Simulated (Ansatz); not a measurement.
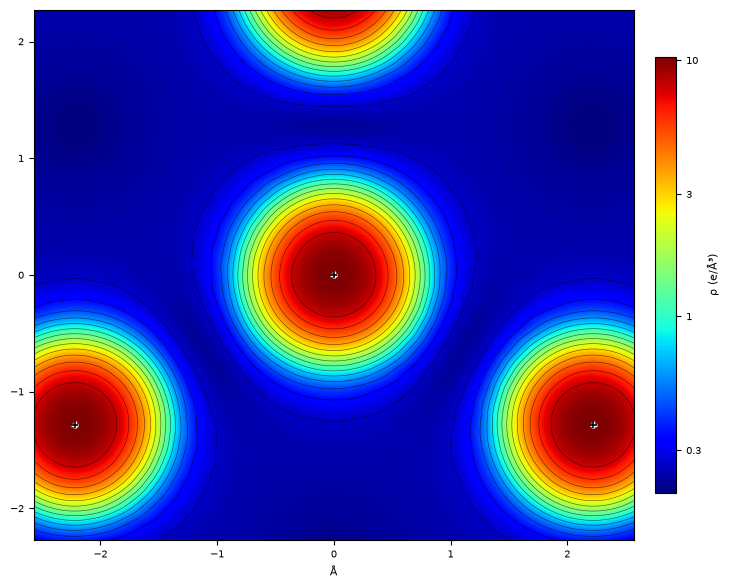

The valence electron density on a plane through atoms (crosses mark nuclei in the plane).

Theory: DFT, r2SCAN, plane waves (500 eV) with PAW, scalar-relativistic (Ansatz 0.2.0).

Candidates:
A. Ti, a = 4.44 Å, b = 4.44 Å, c = 2.75 Å, α = 90.00°, β = 90.00°, γ = 120.00°. Space group P6/mmm; set up as Ti, omega (AlB2-type); a generated structure, not necessarily the stable one; changed on purpose from its base cell (volume × 0.92); computed pressure about 11 GPa in this cell; computed without spin polarisation.
B. Cu, a = 2.42 Å, b = 2.42 Å, c = 3.97 Å, α = 90.00°, β = 90.00°, γ = 120.00°. Space group P6₃/mmc; set up as Cu, hcp; a generated structure, not necessarily the stable one; changed on purpose from its base cell (volume × 0.88); computed pressure about 28 GPa in this cell; computed without spin polarisation.
C. Os, a = 5.52 Å, b = 5.52 Å, c = 5.52 Å, α = 90.00°, β = 90.00°, γ = 90.00°. Space group Fd-3m; set up as Os, diamond; a generated structure, not necessarily the stable one; computed without spin polarisation.

Which system is this?

Answer. Candidate A: Ti on the (001) plane of the conventional cell, which holds Ti. Ti–Ti (2.57 Å): the density is about 0.23 e/Å³ at the midpoint.
